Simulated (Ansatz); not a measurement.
Consider Si.

```yaml
crystal:
  lattice:
    - [8.02422, 0.00000, 0.00000]
    - [0.00000, 4.82122, 0.00000]
    - [0.00000, 0.00000, 4.79842]
  atoms:
    - { symbol: Si, position: [0.00000, 0.17321, 0.32631] }
    - { symbol: Si, position: [0.50000, 0.67321, 0.32631] }
    - { symbol: Si, position: [0.00000, 0.32679, 0.82631] }
    - { symbol: Si, position: [0.50000, 0.82679, 0.82631] }
    - { symbol: Si, position: [0.00000, 0.82679, 0.67369] }
    - { symbol: Si, position: [0.50000, 0.32679, 0.67369] }
    - { symbol: Si, position: [0.00000, 0.67321, 0.17369] }
    - { symbol: Si, position: [0.50000, 0.17321, 0.17369] }
    - { symbol: Si, position: [0.21672, 0.00000, 0.00000] }
    - { symbol: Si, position: [0.71672, 0.50000, 0.00000] }
    - { symbol: Si, position: [0.28328, 0.00000, 0.50000] }
    - { symbol: Si, position: [0.78328, 0.50000, 0.50000] }
    - { symbol: Si, position: [0.28328, 0.50000, 0.00000] }
    - { symbol: Si, position: [0.78328, 0.00000, 0.00000] }
    - { symbol: Si, position: [0.21672, 0.50000, 0.50000] }
    - { symbol: Si, position: [0.71672, 0.00000, 0.50000] }
```

Space group Cmce; computed pressure about 35 GPa in this cell.

Level of theory: Ansatz 0.2.0, DFT, PBE, plane-wave PAW, default files, scalar-relativistic, frozen cores.

What can the converged valence pseudo-density and electron localisation function tell about the bonding?

Si–Si (2.36 Å): the density is about 0.51 e/Å³ at the midpoint; the ELF peaks at about 0.80 between the atoms.
Si–Si (2.51 Å): ρ at the midpoint is about 0.39 e/Å³; the ELF peaks at about 0.70 between the atoms.

Does the calculation give a band gap?

It is gapless in this calculation (a metal or semimetal).

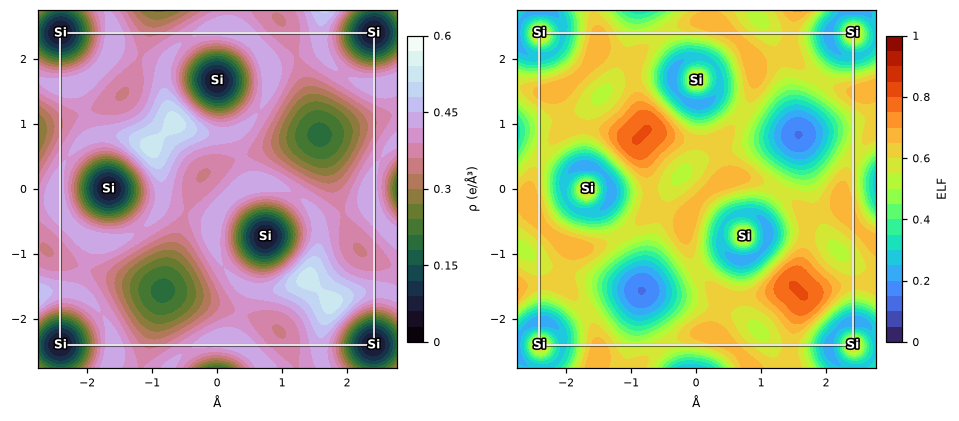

Computed valence pseudo-density and electron localisation function on the (100) plane of the conventional cell, in this order. 
